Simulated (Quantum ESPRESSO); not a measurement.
# Run report: Ag, band-structure run (part 2 of 2)

Ag (Im-3m, 1 atom in the cell); Kohn-Sham DFT of a periodic cell, PBEsol, GBRV 1.5 PBEsol, no spin polarisation (Quantum ESPRESSO 7.5); cutoff 761.92 eV, 11×11×11 k-mesh, fermi-dirac of 0.05 eV. The structure derives from a Materials Project entry.

Geometry of the input (Å; fractional positions):
```
-1.6557  1.6557  1.6557
1.6557  -1.6557  1.6557
1.6557  1.6557  -1.6557
Ag 0.0000  0.0000  0.0000
```

**Output, continued**
```
   -75.9009 -39.4693 -39.3869 -39.3373   9.8130  10.4642  12.3208  12.4899
    13.2461  15.3652  20.1548  29.0921  29.8939  34.9223  36.0156  40.3260

          k = 0.1575 0.0787 0.0787 (   883 PWs)   bands (ev):

   -75.9117 -39.3695 -39.3469 -39.3415   9.1503  11.0449  11.1078  11.6243
    12.2237  12.4167  31.5314  32.0771  34.2782  34.6033  36.6803  37.7597

          k = 0.2362 0.1575 0.0787 (   875 PWs)   bands (ev):

   -75.9082 -39.4009 -39.3592 -39.3422   9.8650  10.8788  11.1979  12.1474
    12.2248  12.4928  28.3795  30.4090  32.6070  34.6663  37.3521  37.7230

          k = 0.3149 0.2362 0.0787 (   872 PWs)   bands (ev):

   -75.9043 -39.4342 -39.3743 -39.3420  10.0951  10.6835  11.8594  12.1979
    12.5090  13.3171  24.7829  29.1329  30.9536  34.9853  37.4716  38.6737

          k = 0.3936 0.3149 0.0787 (   862 PWs)   bands (ev):

   -75.9014 -39.4593 -39.3861 -39.3418   9.9758  10.5432  12.2310  12.3570
    12.8256  14.9900  21.5264  28.2272  29.8198  35.2092  37.4268  39.6267

          k = 0.4724 0.3936 0.0787 (   856 PWs)   bands (ev):

   -75.9003 -39.4686 -39.3905 -39.3416   9.9077  10.4930  12.3162  12.3552
    13.0516  16.3815  19.6346  27.8896  29.4194  35.2916  37.4560  39.7570

          k = 0.3149 0.1575 0.1575 (   865 PWs)   bands (ev):

   -75.9048 -39.4266 -39.3703 -39.3476  10.2950  10.8924  11.1628  12.1240
    12.5040  13.3884  26.7200  27.1593  31.1922  35.0132  37.7945  39.8769

          k = 0.3936 0.2362 0.1575 (   861 PWs)   bands (ev):

   -75.9017 -39.4469 -39.3869 -39.3496  10.2813  10.7286  11.6308  12.2119
    12.6047  15.0097  23.4487  25.8913  30.1621  35.3746  38.3267  40.5879

          k = 0.4724 0.3149 0.1575 (   860 PWs)   bands (ev):

   -75.8999 -39.4575 -39.3987 -39.3502  10.1838  10.6370  11.8873  12.3073
    12.7478  17.0225  20.5203  25.2490  29.5963  35.6437  38.6650  40.5689

          k = 0.4724 0.2362 0.2362 (   865 PWs)   bands (ev):

   -75.8998 -39.4483 -39.4061 -39.3541  10.3427  10.8467  11.4763  12.3113
    12.6306  17.1221  22.3473  22.9144  29.7331  35.9407  37.9439  43.5816

          k = 0.5511 0.3149 0.2362 (   864 PWs)   bands (ev):

   -75.8990 -39.4439 -39.4186 -39.3553  10.3433  10.9103  11.4135  12.4056
    12.6079  19.2005  20.1806  22.3106  29.5877  36.3687  37.6123  43.1147

          k = 0.1575 0.1575 0.1575 (   866 PWs)   bands (ev):

   -75.9090 -39.3970 -39.3470 -39.3470   9.7683  10.9206  10.9206  12.2675
    12.3203  12.3203  30.1442  30.1442  30.9758  35.1458  39.2009  39.2009

          k = 0.2362 0.2362 0.1575 (   865 PWs)   bands (ev):

   -75.9056 -39.4252 -39.3621 -39.3473  10.3286  10.7205  11.0769  12.2882
    12.4072  13.2796  26.7423  28.8668  29.0942  35.9787  39.6450  40.2291

          k = 0.3149 0.3149 0.1575 (   865 PWs)   bands (ev):

   -75.9025 -39.4475 -39.3794 -39.3475  10.2412  10.5633  11.8410  12.3292
    12.4667  14.7725  23.2652  27.8869  27.9070  36.4786  39.2497  41.3327

          k = 0.3936 0.3936 0.1575 (   865 PWs)   bands (ev):

   -75.9007 -39.4595 -39.3910 -39.3477  10.1092  10.4783  12.3729  12.3755
    12.4967  16.6480  20.3725  27.1910  27.3937  36.6474  39.1423  40.8681

          k =-0.0000-0.0000 0.1575 (   895 PWs)   bands (ev):

   -75.9126 -39.3518 -39.3469 -39.3469   8.9232  11.1908  11.1908  11.3043
    12.1753  12.4702  32.4270  33.6776  33.6776  34.6922  37.0713  37.0713

          k = 0.3149 0.2362 0.2362 (   864 PWs)   bands (ev):

   -75.9029 -39.4420 -39.3725 -39.3553  10.4828  10.7260  11.1973  12.3351
    12.4658  14.7621  25.1181  25.7879  27.8166  37.1225  40.7171  41.4184

          k = 0.3936 0.3149 0.2362 (   866 PWs)   bands (ev):

   -75.9009 -39.4479 -39.3907 -39.3580  10.3829  10.6479  11.6265  12.3902
    12.5175  16.6823  22.1564  24.6668  27.0908  37.7841  40.6700  41.8504

          k = 0.4724 0.3936 0.2362 (   870 PWs)   bands (ev):

   -75.9001 -39.4477 -39.4003 -39.3586  10.3362  10.6101  11.8099  12.4249
    12.5334  18.4735  19.9458  24.3330  26.8403  37.9704  40.6347  41.8439

          k = 0.0000-0.0787 0.2362 (   881 PWs)   bands (ev):

   -75.9096 -39.3779 -39.3574 -39.3479   9.5830  11.0776  11.2611  11.6722
    11.9913  12.5668  30.2401  31.8928  32.7553  34.6442  36.4753  36.6863

          k = 0.4724 0.3149 0.3149 (   862 PWs)   bands (ev):

   -75.8999 -39.4357 -39.4104 -39.3637  10.3865  10.9376  11.3638  12.4548
    12.5220  18.9664  21.4360  21.8204  26.6940  38.8129  39.9667  44.5233

          k =-0.0000-0.1575 0.3149 (   872 PWs)   bands (ev):

   -75.9057 -39.4141 -39.3711 -39.3470  10.1145  10.8904  11.5869  12.0279
    12.2471  12.8231  26.6463  30.5581  31.2487  35.3762  36.1677  37.0135

          k = 0.0787-0.0787 0.3149 (   872 PWs)   bands (ev):

   -75.9062 -39.4025 -39.3687 -39.3543  10.1888  11.1359  11.2052  11.8419
    12.1328  12.8544  28.6862  28.8714  32.9238  33.0939  36.3847  38.5674

          k =-0.0000-0.2362 0.3936 (   858 PWs)   bands (ev):

   -75.9021 -39.4473 -39.3837 -39.3462  10.0821  10.7224  11.8756  12.2427
    12.8390  14.0267  23.1585  29.5384  29.7905  36.0652  36.1110  37.7492

          k = 0.0787-0.1575 0.3936 (   871 PWs)   bands (ev):

   -75.9025 -39.4323 -39.3837 -39.3554  10.3685  10.9312  11.4608  11.9810
    12.5635  13.8800  25.1723  27.5396  31.5198  33.9090  36.6304  39.4936

          k =-0.0000-0.3149 0.4724 (   857 PWs)   bands (ev):

   -75.9000 -39.4670 -39.3912 -39.3457   9.9568  10.6247  12.0404  12.2336
    13.2273  15.9437  20.2723  28.9124  28.9890  36.0351  36.6599  38.2720

          k = 0.0787-0.2362 0.4724 (   863 PWs)   bands (ev):

   -75.8997 -39.4554 -39.3959 -39.3550  10.2278  10.8146  11.6164  12.1424
    12.9346  15.7379  21.8812  26.6214  30.5215  34.9519  36.8492  39.5539

          k = 0.1575-0.1575 0.4724 (   870 PWs)   bands (ev):

   -75.8996 -39.4464 -39.4014 -39.3595  10.5024  10.8193  11.4096  12.0882
    12.7275  15.6984  23.7812  24.4248  31.9906  33.3632  36.5492  41.7255

          k =-0.7873-0.3149-0.3149 (   861 PWs)   bands (ev):

   -75.8987 -39.4641 -39.4005 -39.3548  10.1490  10.7784  11.6766  12.1594
    13.1222  17.3737  19.7823  26.2755  30.1790  35.5009  36.9498  39.4586

          k =-0.7086-0.2362-0.3149 (   865 PWs)   bands (ev):

   -75.8979 -39.4523 -39.4158 -39.3605  10.4663  10.8399  11.2932  12.2744
    12.8393  17.9547  21.0197  23.4915  31.7087  34.3333  35.9808  40.2908

          k =-0.6298-0.2362-0.2362 (   871 PWs)   bands (ev):

   -75.8972 -39.4375 -39.4375 -39.3620  10.6282  10.9570  10.9570  12.5872
    12.5872  20.4719  20.4719  20.8958  32.4389  34.7066  34.7066  39.7922

          k = 0.3149 0.3149 0.3149 (   868 PWs)   bands (ev):

   -75.9012 -39.4440 -39.3745 -39.3745  10.6387  10.6387  11.2781  12.4578
    12.4578  16.5726  23.7073  24.8312  24.8312  39.1605  42.1421  42.1421

          k = 0.3936 0.3936 0.3149 (   868 PWs)   bands (ev):

   -75.9002 -39.4349 -39.3962 -39.3757  10.6068  10.6806  11.3856  12.4798
    12.5081  18.7502  21.3522  23.6526  24.3398  40.2498  42.3723  43.2186

          k = 0.0000 0.0000 0.3149 (   871 PWs)   bands (ev):

   -75.9068 -39.3821 -39.3681 -39.3681  10.1638  11.3440  11.3440  11.6184
    11.6923  12.8533  30.6798  30.9958  30.9958  31.0070  38.1015  38.1015

          k = 0.4724 0.3936 0.3936 (   859 PWs)   bands (ev):

   -75.8999 -39.4129 -39.4129 -39.3847  10.6326  11.0219  11.0219  12.5117
    12.5117  20.9361  21.2449  21.2449  23.8192  42.0189  42.0189  44.7954

          k =-0.0000-0.0787 0.3936 (   872 PWs)   bands (ev):

   -75.9030 -39.4114 -39.3821 -39.3708  10.5700  11.2320  11.2922  11.7305
    12.1759  13.5099  27.2442  29.3062  29.8663  31.9475  38.6696  38.9743

          k =-0.0000-0.1575 0.4724 (   864 PWs)   bands (ev):

   -75.8996 -39.4422 -39.3950 -39.3692  10.4398  11.1628  11.2193  11.9827
    12.7747  15.0157  23.7330  27.8984  29.1611  33.3725  38.4501  39.1395

          k = 0.0787-0.0787 0.4724 (   864 PWs)   bands (ev):

   -75.8995 -39.4310 -39.3978 -39.3776  10.7155  10.8652  11.4733  11.8546
    12.5502  14.8258  25.7067  26.1963  30.8248  31.0481  38.5013  40.9276

          k =-0.0000-0.2362 0.5511 (   862 PWs)   bands (ev):

   -75.8975 -39.4606 -39.4026 -39.3681  10.2599  11.0824  11.2994  12.0281
    13.1772  17.1406  20.6748  27.0723  28.7915  34.9819  38.1144  38.2516

          k = 0.0787-0.1575 0.5511 (   867 PWs)   bands (ev):

   -75.8969 -39.4493 -39.4114 -39.3778  10.5073  10.8748  11.3352  12.1111
    12.9229  16.8380  22.6002  25.0318  30.2822  32.6118  37.3696  38.9812

          k =-0.7873-0.2362-0.2362 (   865 PWs)   bands (ev):

   -75.8959 -39.4564 -39.4165 -39.3776  10.3950  10.9550  11.2268  12.1872
    13.0991  18.8624  20.1572  24.6582  30.0666  34.0844  35.6941  38.6982

          k =-0.7086-0.1575-0.2362 (   867 PWs)   bands (ev):

   -75.8952 -39.4474 -39.4305 -39.3797  10.5858  10.6985  11.2020  12.5037
    12.8763  19.1811  21.8671  22.0603  32.1398  32.2614  34.8056  38.6107

          k =-0.0000-0.0000 0.4724 (   863 PWs)   bands (ev):

   -75.8995 -39.4131 -39.3965 -39.3965  10.7723  10.9072  11.7432  11.7432
    12.2196  14.5644  27.5121  27.5121  28.8778  29.5685  40.7225  41.3011

          k =-0.0000-0.0787 0.5511 (   863 PWs)   bands (ev):

   -75.8962 -39.4357 -39.4097 -39.3990  10.5466  10.6949  11.7993  12.0258
    12.7004  16.2336  24.5531  26.0610  28.7814  30.3193  37.6321  41.0215

          k =-0.0000-0.1575 0.6298 (   859 PWs)   bands (ev):

   -75.8943 -39.4523 -39.4175 -39.3972  10.3278  10.6353  11.7577  12.1668
    13.1123  18.4947  21.4477  25.2164  28.6260  32.1053  34.9863  40.6150

          k = 0.0787-0.0787 0.6298 (   865 PWs)   bands (ev):

   -75.8937 -39.4444 -39.4252 -39.4038  10.3536  10.4647  11.8839  12.4213
    12.9334  18.2102  23.4069  23.6791  29.7452  30.0255  34.6889  40.8692

          k =-0.7873-0.1575-0.1575 (   860 PWs)   bands (ev):

   -75.8928 -39.4480 -39.4323 -39.4037  10.2720  10.3857  11.8677  12.6095
    13.0451  20.5185  20.8881  23.1568  29.7712  31.5793  32.5160  40.6998

          k =-0.0000-0.0000 0.6298 (   868 PWs)   bands (ev):

   -75.8932 -39.4329 -39.4232 -39.4232  10.2755  10.3708  12.3879  12.3879
    12.7251  17.8466  24.5558  24.5558  28.1829  29.0006  34.5112  42.4460

          k =-0.0000-0.0787 0.7086 (   861 PWs)   bands (ev):

   -75.8913 -39.4447 -39.4311 -39.4239  10.0978  10.1702  12.4876  12.6353
    13.0537  19.9567  22.4363  23.6700  28.4698  29.6741  31.8279  42.3453

          k =-0.7873-0.0787-0.0787 (   862 PWs)   bands (ev):

   -75.8904 -39.4416 -39.4416 -39.4263  10.0306  10.0306  12.5655  12.9984
    12.9984  21.9721  22.0318  22.0318  29.4352  29.6264  29.6264  42.4765

          k =-0.0000-0.0000 0.7873 (   856 PWs)   bands (ev):

   -75.8896 -39.4406 -39.4392 -39.4392   9.9105   9.9288  12.9805  12.9805
    13.0358  21.5662  22.7472  22.7472  28.0341  28.7781  29.5299  42.8789

     the Fermi energy is    15.7666 ev

!    total energy              =    -295.54831761 Ry
     estimated scf accuracy    <          2.7E-11 Ry
     smearing contrib. (-TS)   =      -0.00025751 Ry
     internal energy E=F+TS    =    -295.54806011 Ry

     The total energy is F=E-TS. E is the sum of the following terms:
     one-electron contribution =    -131.26025676 Ry
     hartree contribution      =      74.33393075 Ry
     xc contribution           =     -28.67038381 Ry
     ewald contribution        =    -209.95135028 Ry

     convergence has been achieved in   8 iterations

     Forces acting on atoms (cartesian axes, Ry/au):

     atom    1 type  1   force =     0.00000000    0.00000000    0.00000000

     Total force =     0.000000     Total SCF correction =     0.000000

     Computing stress (Cartesian axis) and pressure

          total   stress  (Ry/bohr**3)                   (kbar)     P=      -76.22
  -0.00051815  -0.00000000  -0.00000000          -76.22       -0.00       -0.00
  -0.00000000  -0.00051815  -0.00000000           -0.00      -76.22       -0.00
  -0.00000000  -0.00000000  -0.00051815           -0.00       -0.00      -76.22

=------------------------------------------------------------------------------=
   JOB DONE.
=------------------------------------------------------------------------------=
```

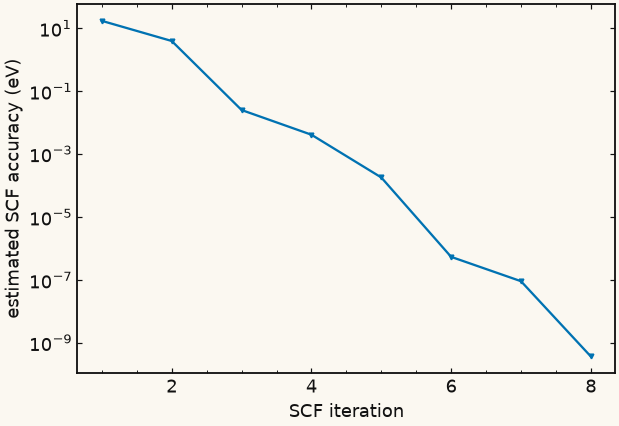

*Convergence of the self-consistent field: estimated SCF accuracy against the iteration.*

The field takes 8 iterations in all.

**Summary**

| quantity | value |
| --- | --- |
| outcome | converged |
| space group (tolerance 0.01 Å) | Im-3m (229) |
| electrons treated | 19 |
| free energy | −4021.1397 eV |
| Fermi energy | 15.767 eV |
| gap on the k-point mesh | none (metallic) |
| pressure | −7.62 GPa |
| largest force (length of the vector) | under 0.001 eV/Å |
| wall time | 7.5 s (CPU time 15 s) |
| peak memory | 0.18 GiB |

**Remarks**

The cell is under a tension of 7.6 GPa at this level, so it is not at its equilibrium volume.
